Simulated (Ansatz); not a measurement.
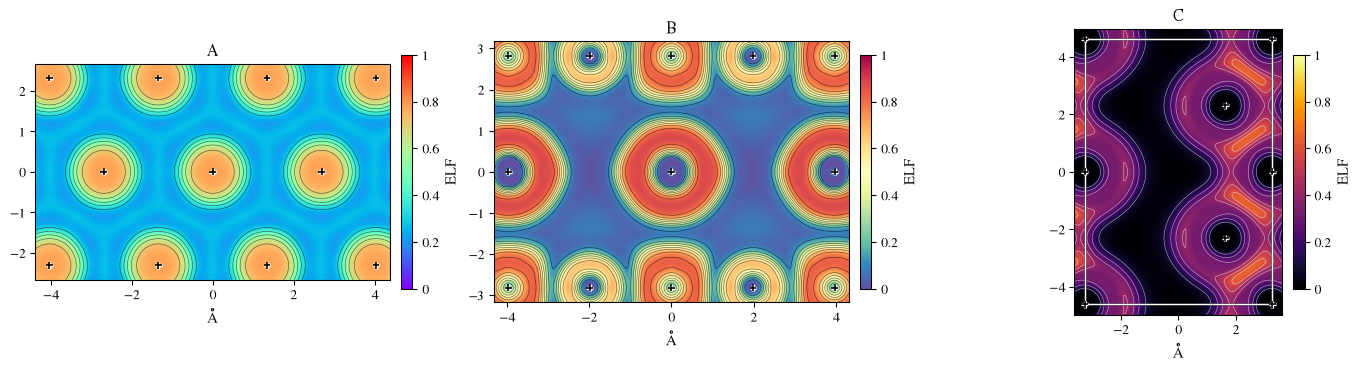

The ELF of 3 systems, each on a plane through atoms (crosses mark nuclei in the plane).

Method: DFT, PBE, PAW with Ansatz's default frozen-core files, scalar-relativistic in Ansatz 0.2.0.

System 1: BaTiO₃, the (011) plane of the conventional cell. Space group P4/mmm; changed on purpose from its base cell (equal xx and yy strain of -1 %, PAW files); computed pressure about 5 GPa in this cell; computed without spin polarisation.

```
Ba Ti O
1.0
     3.96723    0.00000    0.00000
     0.00000    3.96723    0.00000
     0.00000    0.00000    4.00730
Ba Ti O
1 1 3
Cartesian
  1.9836 1.9836 2.0036
  0.0000 0.0000 0.0000
  1.9836 0.0000 0.0000
  0.0000 1.9836 0.0000
  0.0000 0.0000 2.0036
```

System 2: Sn, the (110) plane of the conventional cell. Space group Fd-3m; computed pressure about 2 GPa in this cell.

```
Sn
1.0
     6.53419    0.00000    0.00000
     0.00000    6.53419    0.00000
     0.00000    0.00000    6.53419
Sn
8
Direct
  0.00000 0.00000 0.00000
  0.50000 0.50000 0.00000
  0.50000 0.00000 0.50000
  0.00000 0.50000 0.50000
  0.25000 0.25000 0.25000
  0.75000 0.75000 0.25000
  0.75000 0.25000 0.75000
  0.25000 0.75000 0.75000
```

System 3: Rh, the (101) plane of the conventional cell. Space group I4/mmm; changed on purpose from its base cell (zz strain of -1 %, PAW files); computed pressure about 9 GPa in this cell; computed without spin polarisation.

```xyz
2
Lattice="1.9016 -1.9016 0.0000 1.9016 1.9016 0.0000 0.0000 0.0000 3.7651" Properties=species:S:1:pos:R:3 pbc="T T T"
Rh    0.0000    0.0000    0.0000
Rh    1.9016    0.0000    1.8825
```

> Which map belongs to which system?

Panel A is system 3, Rh: the plane holds Rh. Rh–Rh (2.68 Å): the ELF is about 0.25 at the midpoint; no localised pair shows between them. Panel B is system 1, BaTiO₃: the plane holds Ba, Ti and O. Ti–O (1.98 Å): the ELF peaks at about 0.80 in the valence shell of O, 0.6 Å from its nucleus, and is about 0.20 at the midpoint (no shared electron pair shows on this line). Panel C is system 2, Sn: the plane holds Sn. Sn–Sn (2.83 Å): the ELF peaks at about 0.65 between the atoms.
